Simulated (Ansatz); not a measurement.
System: CoO, space group P6_3mc (No. 186).

The given structure:
```xyz
4
Lattice="3.0420 0.0000 0.0000 -1.5210 2.6345 0.0000 0.0000 0.0000 5.2711" Properties=species:S:1:pos:R:3 pbc="T T T"
Co    0.0000    0.0000    0.0533
Co    0.0000    1.7563    2.6888
O     0.0000    0.0000    1.9234
O     0.0000    1.7563    4.5589
```

Computed with Ansatz 0.2.0: harmonic phonon frequencies at the irreducible points of a q mesh with atoms at rest in the given cell, q in fractions of the reciprocal cell vectors, no long-range term at q = 0, imaginary frequencies are negative, the first points where there are many; plane waves with PAW datasets. Level: PBEsol, collinear spin. The state reached is antiferromagnetic.

```json
{"setting": "wave cutoff", "value": "420 eV"}
{"setting": "k mesh", "value": "18×18×8"}
{"setting": "occupations", "value": "Gaussian"}
{"setting": "smearing width", "value": "0.2 eV"}
{"setting": "pressure", "value": "0 GPa"}
{"setting": "phonon method", "value": "linear response"}
{"setting": "q mesh", "value": "3×3×2"}
```

Predict the phonon frequencies at several wave vectors (in fractions of the reciprocal vectors of the given cell).

Imaginary modes appear at (0 0.33 0), (0 0.33 −0.5), (0.33 0.33 0) and (0.33 0.33 −0.5), the softest at 162.0i cm⁻¹, so the structure is dynamically unstable. The highest mode among the wave vectors computed lies at 510.2 cm⁻¹, at (0 0.33 0).

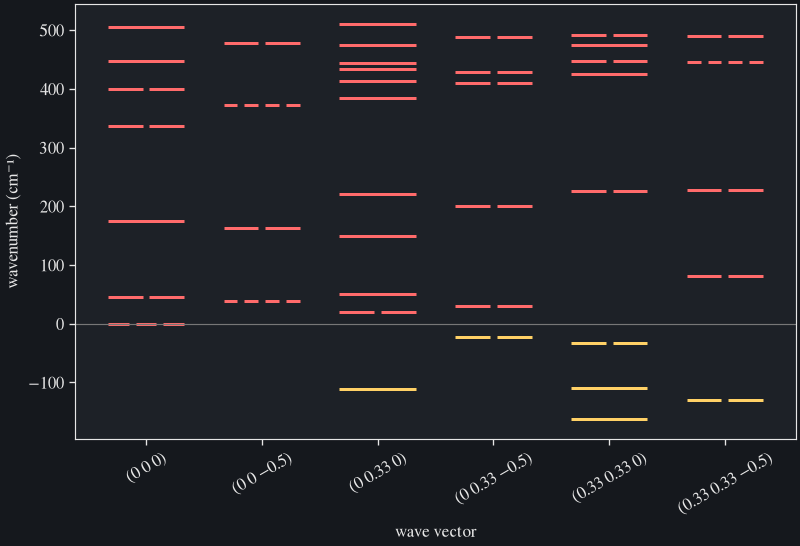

Imaginary frequencies are drawn as negative.

Keep in mind: another magnetic order may lie lower; levels loosely converged; metal sensitive to the k mesh; phonon interpolation lacks quadrupole term; vibrations at or below zero.
